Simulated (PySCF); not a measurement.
# C₆H₇N: excited-state relaxation

Wanted: excited-state relaxation for C₆H₇N (`Nc1ccccc1`).

Programs: PySCF 2.14.0, with routines of our own; each step states its level. All values are computed. Atoms count from 0.

### Step 1. The system as given

14 atoms, charge 0, multiplicity 1; geometry from: GFN2-xTB.

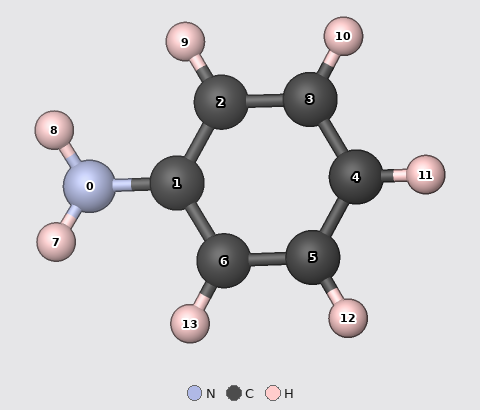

The starting geometry (nitrogen light blue, carbon dark grey, hydrogen pink).

### Step 2. Relaxing the molecule at CAM-B3LYP/def2-SV(P)

What the job is given:

```
{"job": {"xc": "CAM-B3LYP", "basis": "def2-SV(P)", "grid": 1, "kind": "geom"}, "charge": 0, "multiplicity": 1}
N      2.276660    -0.210869     0.200549
C      0.907792    -0.079373     0.067279
C      0.261885     1.080980     0.494308
C     -1.113694     1.180680     0.426632
C     -1.870985     0.131076    -0.066497
C     -1.236316    -1.023327    -0.494112
C      0.138884    -1.131225    -0.431119
H      2.714043    -0.915133    -0.371208
H      2.800674     0.645394     0.281086
H      0.851059     1.901839     0.879187
H     -1.599479     2.086327     0.760195
H     -2.946125     0.212439    -0.118438
H     -1.817802    -1.846371    -0.884007
H      0.632725    -2.032910    -0.766021
```

On the command line:

```
$ OMP_NUM_THREADS=1 python excited_run.py task.json out
```

The driver reads the jobs from task.json and runs them one after another.

Standard output:

```text
step   0  E = -287.21226670  max force = 0.009659
step   1  E = -287.21354385  max force = 0.001534
step   2  E = -287.21355069  max force = 0.001078
step   3  E = -287.21355181  max force = 0.001416
step   4  E = -287.21355685  max force = 0.000297
optimisation converged
```

Wall time 19 s (1 thread of Intel Xeon 6975P-C, shared host); peak memory 0.6 GiB.

The steps of the relaxation:

| step | energy from step 0 (eV) | largest force component (eV/Å) |
| --- | --- | --- |
| 0 | 0.0000 | 0.4967 |
| 1 | -0.0348 | 0.0789 |
| 2 | -0.0349 | 0.0554 |
| 3 | -0.0350 | 0.0728 |
| 4 | -0.0351 | 0.0153 |

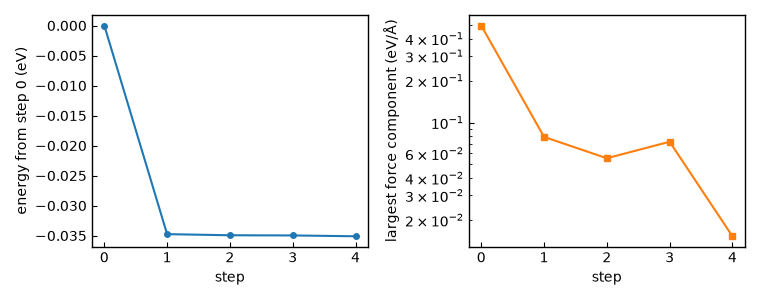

Energy and force, step by step.

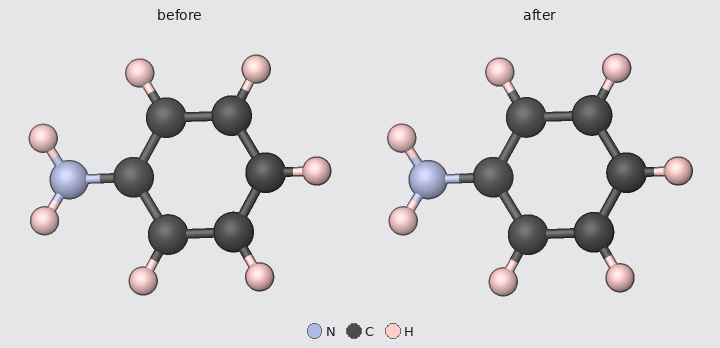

Before and after, at one scale.

Close pairs (by a distance rule), those that changed most:

| bond | before (Å) | after (Å) | change (Å) |
| --- | --- | --- | --- |
| C3–H10 | 1.080 | 1.094 | +0.013 |
| C5–H12 | 1.081 | 1.094 | +0.013 |
| C4–H11 | 1.079 | 1.093 | +0.013 |
| C2–H9 | 1.081 | 1.094 | +0.013 |
| C6–H13 | 1.081 | 1.094 | +0.013 |
| C5–C6 | 1.381 | 1.390 | +0.010 |
| C2–C3 | 1.381 | 1.390 | +0.010 |
| C3–C4 | 1.385 | 1.394 | +0.009 |

The final coordinates are the input of the step that follows.

| at the end point | value |
| --- | --- |
| point group (found at 0.08 Å tolerance) | Cs |
| rotational constants (GHz, main isotopes) | 5.637, 2.596, 1.779 |
| dipole moment (D) | 1.84 |

### Step 3. Excited-state relaxation: TDDFT CAM-B3LYP/def2-SV(P)

What the job is given:

```
{"job": {"kind": "xopt", "state": "S1", "method": "TDDFT", "freq": false, "xc": "CAM-B3LYP", "basis": "def2-SV(P)", "grid": 1}, "charge": 0, "multiplicity": 1}
N      2.357043    -0.201113     0.176055
C      0.980484    -0.078464     0.066714
C      0.324104     1.086669     0.493133
C     -1.060793     1.187296     0.420775
C     -1.828820     0.135887    -0.076621
C     -1.182694    -1.023349    -0.502459
C      0.201735    -1.133412    -0.434037
H      2.800797    -0.907341    -0.399422
H      2.888411     0.658285     0.253002
H      0.913364     1.919233     0.889387
H     -1.546749     2.106952     0.759563
H     -2.916759     0.219059    -0.132285
H     -1.765322    -1.860751    -0.897473
H      0.694585    -2.051204    -0.768927
```

Level: TDDFT CAM-B3LYP/def2-SV(P) excited-state geometry optimisation, gas phase.

Standard output:

```text
final grid: 53504 points
cycle   1  E = -287.1755717008  dE =  1.326e+00  |g| = 3.562e-01  |ddm| = 5.047e+00
cycle   2  E = -287.1952700293  dE = -1.970e-02  |g| = 2.733e-01  |ddm| = 1.169e+00
cycle   3  E = -287.2130532673  dE = -1.778e-02  |g| = 4.298e-02  |ddm| = 3.064e-01
cycle   4  E = -287.2133364136  dE = -2.831e-04  |g| = 2.850e-02  |ddm| = 8.351e-02
cycle   5  E = -287.2135535775  dE = -2.172e-04  |g| = 3.323e-03  |ddm| = 3.806e-02
cycle   6  E = -287.2135563257  dE = -2.748e-06  |g| = 1.468e-03  |ddm| = 5.755e-03
cycle   7  E = -287.2135568275  dE = -5.017e-07  |g| = 2.486e-04  |ddm| = 1.555e-03
cycle   8  E = -287.2135568469  dE = -1.941e-08  |g| = 1.078e-04  |ddm| = 5.523e-04
cycle   9  E = -287.2135568499  dE = -3.012e-09  |g| = 3.004e-05  |ddm| = 1.655e-04
cycle  10  E = -287.2135568502  dE = -3.677e-10  |g| = 6.110e-06  |ddm| = 8.628e-05
converged SCF energy = -287.2135568502

vertical S1 at the ground-state geometry: 5.0299 eV
step    E(state)/Eh    max force   excitation/eV  root
  0    -287.02623031   0.056360     5.0213      1
  1    -287.03569964   0.009767     4.6287      1
  2    -287.03616442   0.002765     4.6523      1
  3    -287.03612718   0.005250     4.6186      1
  4    -287.03635043   0.002400     4.6333      1
  5    -287.03634730   0.001770     4.6390      1
  6    -287.03637919   0.000756     4.6361      1
  7    -287.03639650   0.000686     4.6348      1
  8    -287.03641344   0.000559     4.6318      1
  9    -287.03642109   0.000520     4.6342      1
 10    -287.03642662   0.000181     4.6328      1
optimisation converged
vertical emission 4.6328 eV, adiabatic 4.8200 eV, Stokes shift 0.3971 eV, reorganisation 0.2099 (excited) and 0.1871 eV (ground)
```

Run time: 91 s. Hardware: 1 thread of Intel Xeon 6975P-C, shared host; peak memory 0.65 GiB.

From this job:

| quantity | value |
| --- | --- |
| vertical absorption, S1 | 5.03 eV |
| adiabatic energy, S1 | 4.82 eV |
| vertical emission, S1 | 4.63 eV |
| Stokes shift, S1 | 0.40 eV |
| geometry moved (RMSD), S1 | 0.104 Å |

Bonds of the start that changed most:

| bond | start (Å) | end (Å) |
| --- | --- | --- |
| C2–C3 | 1.390 | 1.425 |
| C5–C6 | 1.391 | 1.425 |
| N0–C1 | 1.386 | 1.359 |
| C4–C5 | 1.394 | 1.412 |
| C3–C4 | 1.394 | 1.412 |
| C1–C2 | 1.404 | 1.420 |

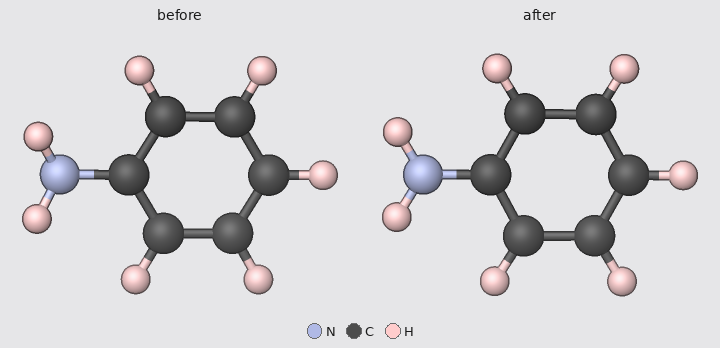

Before and after.

### Step 4. Excited-state relaxation: UKS CAM-B3LYP/def2-SV(P)

Settings changed since step 3:

```diff
@@ -1,2 +1,2 @@
-{"job": {"kind": "xopt", "state": "S1", "method": "TDDFT", "freq": false, "xc": "CAM-B3LYP", "basis": "def2-SV(P)", "grid": 1}, "charge": 0, "multiplicity": 1}
+{"job": {"kind": "xopt", "state": "T1", "method": "UKS", "freq": false, "xc": "CAM-B3LYP", "basis": "def2-SV(P)", "grid": 1}, "charge": 0, "multiplicity": 1}
 N      2.357043    -0.201113     0.176055
```

With the program's defaults for keys left out, this is: UKS CAM-B3LYP/def2-SV(P) excited-state geometry optimisation, gas phase.

Standard output:

```text
final grid: 53504 points
cycle   1  E = -287.1755717008  dE =  1.326e+00  |g| = 3.562e-01  |ddm| = 5.047e+00
cycle   2  E = -287.1952700293  dE = -1.970e-02  |g| = 2.733e-01  |ddm| = 1.169e+00
cycle   3  E = -287.2130532673  dE = -1.778e-02  |g| = 4.298e-02  |ddm| = 3.064e-01
cycle   4  E = -287.2133364136  dE = -2.831e-04  |g| = 2.850e-02  |ddm| = 8.351e-02
cycle   5  E = -287.2135535775  dE = -2.172e-04  |g| = 3.323e-03  |ddm| = 3.806e-02
cycle   6  E = -287.2135563257  dE = -2.748e-06  |g| = 1.468e-03  |ddm| = 5.755e-03
cycle   7  E = -287.2135568275  dE = -5.017e-07  |g| = 2.486e-04  |ddm| = 1.555e-03
cycle   8  E = -287.2135568469  dE = -1.941e-08  |g| = 1.078e-04  |ddm| = 5.523e-04
cycle   9  E = -287.2135568499  dE = -3.012e-09  |g| = 3.004e-05  |ddm| = 1.655e-04
cycle  10  E = -287.2135568502  dE = -3.677e-10  |g| = 6.110e-06  |ddm| = 8.628e-05
converged SCF energy = -287.2135568502

vertical T1 at the ground-state geometry: 4.0951 eV
step    E(state)/Eh    max force   <S^2>
  0    -287.06339567   0.071402    2.0140
  1    -287.07572974   0.027532    2.0180
  2    -287.08049179   0.015069    2.0328
  3    -287.08021768   0.023893    2.0516
  4    -287.08263816   0.011783    2.0555
  5    -287.08337122   0.010903    2.0622
  6    -287.08403851   0.008332    2.0620
  7    -287.08433339   0.002804    2.0623
  8    -287.08437153   0.002156    2.0611
  9    -287.08442138   0.002338    2.0592
 10    -287.08444654   0.000623    2.0598
 11    -287.08445508   0.000409    2.0596
optimisation converged
vertical emission 3.0239 eV, adiabatic 3.5130 eV, Stokes shift 1.0712 eV, reorganisation 0.5820 (excited) and 0.4891 eV (ground)
```

Run time: 93 s. Hardware: 1 thread of Intel Xeon 6975P-C, shared host; peak memory 0.63 GiB.

Key values:

| quantity | value |
| --- | --- |
| vertical gap at the ground-state geometry, T1 | 4.10 eV |
| adiabatic energy, T1 | 3.51 eV |
| vertical gap at the relaxed geometry, T1 | 3.02 eV |
| difference of the two gaps, T1 | 1.07 eV |
| geometry moved (RMSD), T1 | 0.077 Å |

Bonds of the start that changed most:

| bond | start (Å) | end (Å) |
| --- | --- | --- |
| C1–C2 | 1.404 | 1.507 |
| C4–C5 | 1.394 | 1.497 |
| C3–C4 | 1.394 | 1.374 |
| N0–C1 | 1.386 | 1.369 |
| C6–C1 | 1.404 | 1.388 |
| C2–C3 | 1.390 | 1.405 |

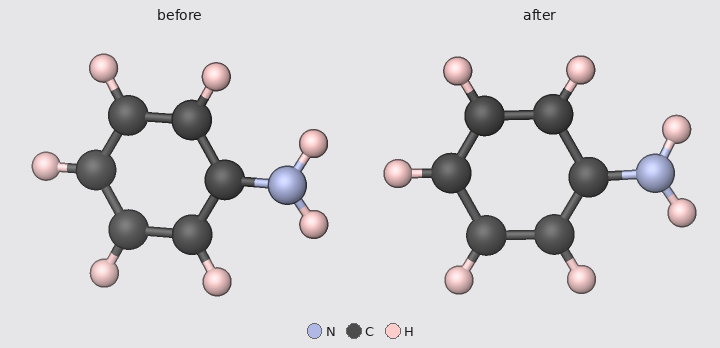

Before and after.

### Step 5. Results

```
                                                                        quantity                 value
                                                                     point group                    Cs
                                            rotational constants (main isotopes)  5.64, 2.60, 1.78 GHz
                    vertical absorption, S1 (step 3, TDDFT CAM-B3LYP/def2-SV(P))               5.03 eV
                       adiabatic energy, S1 (step 3, TDDFT CAM-B3LYP/def2-SV(P))               4.82 eV
                      vertical emission, S1 (step 3, TDDFT CAM-B3LYP/def2-SV(P))               4.63 eV
                           Stokes shift, S1 (step 3, TDDFT CAM-B3LYP/def2-SV(P))               0.40 eV
vertical gap at the ground-state geometry, T1 (step 4, UKS CAM-B3LYP/def2-SV(P))               4.10 eV
                         adiabatic energy, T1 (step 4, UKS CAM-B3LYP/def2-SV(P))               3.51 eV
     vertical gap at the relaxed geometry, T1 (step 4, UKS CAM-B3LYP/def2-SV(P))               3.02 eV
               difference of the two gaps, T1 (step 4, UKS CAM-B3LYP/def2-SV(P))               1.07 eV
```

What this shows: Relaxing lowered the energy by 0.035 eV in 4 steps; the close pair that moved most is C3–H10, from 1.080 to 1.094 Å. Where no frequencies were run, the relaxed excited state may be a saddle. In step 3 (excited-state relaxation), among the bonds C2–C3 changes most, from 1.390 to 1.425 Å. In step 4 (excited-state relaxation), among the bonds C1–C2 changes most, from 1.404 to 1.507 Å. ΔSCF (UKS) and response values aren't on one footing and may follow different states, so their differences aren't method errors alone, and singlets and triplets from the two don't rank.
